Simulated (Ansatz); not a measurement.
CdSe

```yaml
crystal:
  lattice:
    - [2.95323, 0.00000, 0.00000]
    - [-1.47661, 2.55757, 0.00000]
    - [0.00000, 0.00000, 6.15100]
  atoms:
    - { symbol: Cd, position: [0.00000, 0.00000, 0.50000] }
    - { symbol: Se, position: [0.00000, 0.00000, 0.00000] }
```

Space group P6/mmm; a structure generated by program, which may or may not match a known phase.

Theory: DFT PBE, scalar-relativistic, plane waves, PAW (Ansatz 0.2.0).

In a PAW calculation such maps are meaningful between the atoms, not at the nuclei.

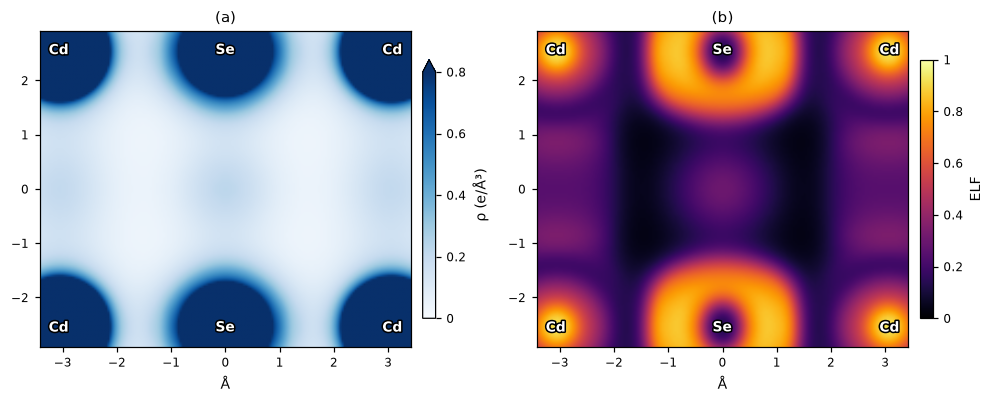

Figure 1. (a) valence pseudo-density; (b) ELF on the (110) plane of the conventional cell.

### What does the map show?

The section cuts through Cd and Se sites. Cd–Se (3.08 Å): ρ at the midpoint is about 0.18 e/Å³; the ELF is about 0.25 at the midpoint and 0.15 at its lowest between the atoms. Between the atoms the lowest density in this plane is 0.04 e/Å³. The features right at Cd lie inside the PAW spheres, where the map follows smoothed inner orbitals and isn't to be read closely.

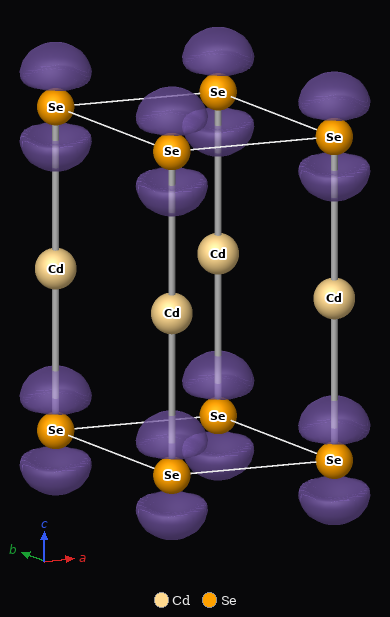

Figure 2. Isosurface of the electron localisation function at 0.8 (purple), seen at an oblique angle. Core shells and regions of very low density are left out. Sticks mark near contacts.

### Identify the bonds, lone pairs and shells in this picture.

At this value the surface marks out two lobes of the valence shell of Se pointing towards Cd (polar bonds), counted in one cell of 2 atoms. Any copies at cell faces, edges or corners count once.

### Metal or insulator at this level of theory?

It is metallic or semimetallic at this level of theory: no gap opens.
